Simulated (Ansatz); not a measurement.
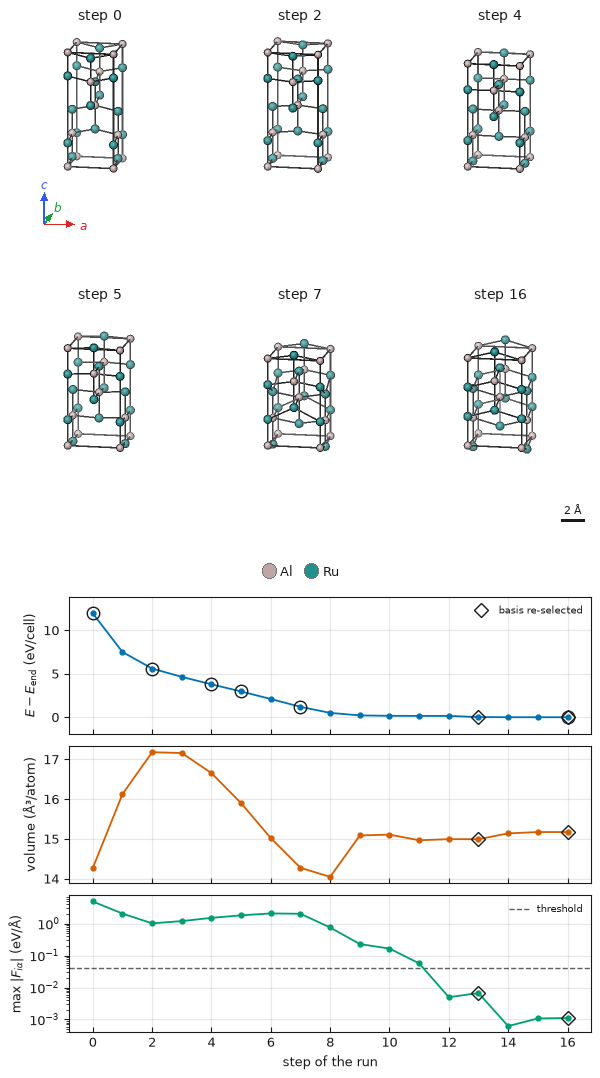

Frames of a relaxation of crystalline AlRu2 (built on the anatase_141 type) (coarse preliminary run), marked on the history of the run. A ball-and-stick model of the conventional cell (2 times the calculation's cell), seen slightly off an axis. Lengths and directions refer to the drawn axes.

Case: anatase type (I4_1/amd, No. 141).

These are results of DFT PBE, scalar-relativistic, plane waves, PAW in Ansatz, not measurements. (plane-wave cutoff 420 eV; k-point mesh 6 × 6 × 6; occupations gaussian; smearing width 0.1 eV; no spin polarisation; cell and atoms relaxed; force threshold 0.04 eV/Å; at most 70 steps)

> What happens along the run?

The energy falls by 11.957 eV per cell of the calculation in 14 accepted moves (16 points after the start). The largest force component goes from 4.9 to 0.0011 eV/Å. The pressure goes from 70.96 to 0.00 GPa. The SCF was repeated twice at an unchanged geometry on a basis and grid sized afresh for the cell, which shifted the energy by 0.134 eV per cell of the calculation at most. The largest moves relative to the cell, 0.99 Å, are those of Ru atoms. Al stays in place. The volume changes by +6.3 %, with a = b 4.084 → 4.809 Å (+17.7 %), c 10.266 → 7.875 Å (−23.3 %). Near-neighbour distances that change, for instance: Ru–Ru 6.024 → 2.637 Å, Ru–Ru 4.015 → 2.495 Å, Ru–Ru 2.641 → 4.058 Å, Al–Ru 2.121 → 2.619 Å. New bonds form: Ru–Ru (4.02 → 2.50 Å), Ru–Ru (6.02 → 2.64 Å). Bond angles that change, for instance: Ru–Al–Ru 102.3° → 74.9°, Ru–Al–Ru 77.7° → 105.1°, Al–Ru–Al 102.3° → 74.9°. The space group stays I4_1/amd (No. 141). Cost: 55 s on 1 thread of Intel(R) Xeon(R) 6975P-C (Granite Rapids), with other jobs on the host, peak memory 0.46 GiB. From step 0 to 2: Ru atoms move most (0.21 Å), volume +20.4 %, energy −6.350 eV per cell of the calculation. From step 2 to 4: Ru atoms move most (0.23 Å), volume −3.1 %, energy −1.815 eV per cell of the calculation. From step 4 to 5: Ru atoms move most (0.11 Å), volume −4.5 %, energy −0.828 eV per cell of the calculation. From step 5 to 7: Ru atoms move most (0.28 Å), volume −10.2 %, energy −1.766 eV per cell of the calculation. From step 7 to 16: Ru atoms move most (0.25 Å), volume +6.3 %, energy −1.198 eV per cell of the calculation.
